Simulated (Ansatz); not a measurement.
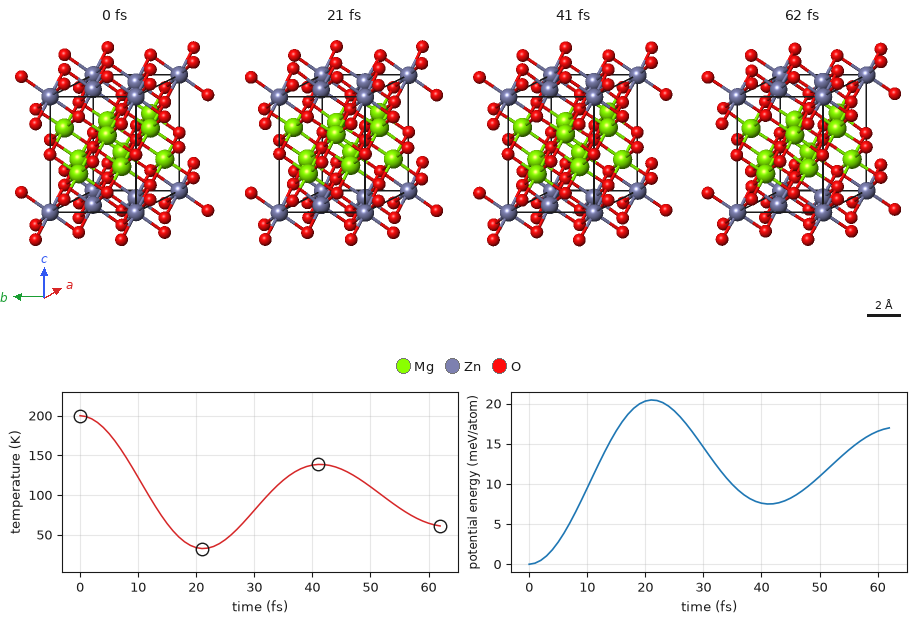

First-principles dynamics of an 18-atom cell of Mg2ZnO3 (set up in P-3m1), 62 fs long. Frames and the history of the run. The picture is a ball-and-stick view of the simulation cell, seen from a free direction. Bonds to atoms that aren't drawn are left out.

Method: Ansatz, DFT PBEsol, scalar-relativistic, plane waves, PAW. Run with plane-wave cutoff 420 eV; k-point mesh 2 × 2 × 2; Fermi-Dirac smearing 0.02 eV; constant energy (NVE); velocities drawn for 200 K; time step 1 fs.

Input file:
```yaml
crystal:
  lattice:
    - [4.5494978865, -2.6266538294, 0.0]
    - [0.0, 5.2533076588, 0.0]
    - [0.0, 0.0, 7.403316]
  atoms:
    - { symbol: Mg, position: [0.0, 0.3333333333, 0.6658] }
    - { symbol: Mg, position: [0.6666666667, 0.6666666667, 0.6658] }
    - { symbol: Mg, position: [0.3333333333, 1.0, 0.6658] }
    - { symbol: Mg, position: [0.3333333333, 0.3333333333, 0.3342] }
    - { symbol: Mg, position: [0.0, 0.6666666667, 0.3342] }
    - { symbol: Mg, position: [0.6666666667, 1.0, 0.3342] }
    - { symbol: Zn, position: [0.0, 0.0, 0.0] }
    - { symbol: Zn, position: [0.6666666667, 0.3333333333, 0.0] }
    - { symbol: Zn, position: [0.3333333333, 0.6666666667, 0.0] }
    - { symbol: O, position: [0.0, 0.3333333333, 0.172619] }
    - { symbol: O, position: [0.6666666667, 0.6666666667, 0.172619] }
    - { symbol: O, position: [0.3333333333, 1.0, 0.172619] }
    - { symbol: O, position: [0.3333333333, 0.3333333333, 0.827381] }
    - { symbol: O, position: [0.0, 0.6666666667, 0.827381] }
    - { symbol: O, position: [0.6666666667, 1.0, 0.827381] }
    - { symbol: O, position: [0.0, 0.0, 0.5] }
    - { symbol: O, position: [0.6666666667, 0.3333333333, 0.5] }
    - { symbol: O, position: [0.3333333333, 0.6666666667, 0.5] }
basis:
  ecutwfc: 420
kpoints:
  mp_grid: { grid: [2, 2, 2], shift: [0.5, 0.5, 0.5] }
hamiltonian:
  xc: pbesol
scf:
  occupations: { method: fermi_dirac, width: 0.02 }
  lower_state_search: "off"
  convergence: { dr2_threshold: 1.0e-07 }
output:
  forces: true
  stress: true
md:
  timestep: 1.0
  n_steps: 62
  ensemble: nve
  temperature: 200.0
  initial_velocities: maxwell_boltzmann
  seed: 8431
```

Run as
```bash
ansatz run input.yaml --threads 4 --pin off --max-ram 5120MiB --backend cpu --events-out ev --progress --plain --runs-dir out
```

Q: What happens in this trajectory?

A: The mean temperature in the second half is 107 K (standard deviation 26 K). The potential energy is still drifting at the end, so the run hasn't reached equilibrium. The potential energy in the second half lies on average 11.4 meV per atom above the first frame. The mean pressure there is −5.0 GPa. Root-mean-square distances from the starting positions over the second half, with the common drift of all atoms taken out: Zn 0.08 Å, Mg 0.06 Å, O 0.05 Å. The run lasts only 62 fs, too short to tell vibration from diffusion.

The run took roughly 6 core-minutes on a shared host.
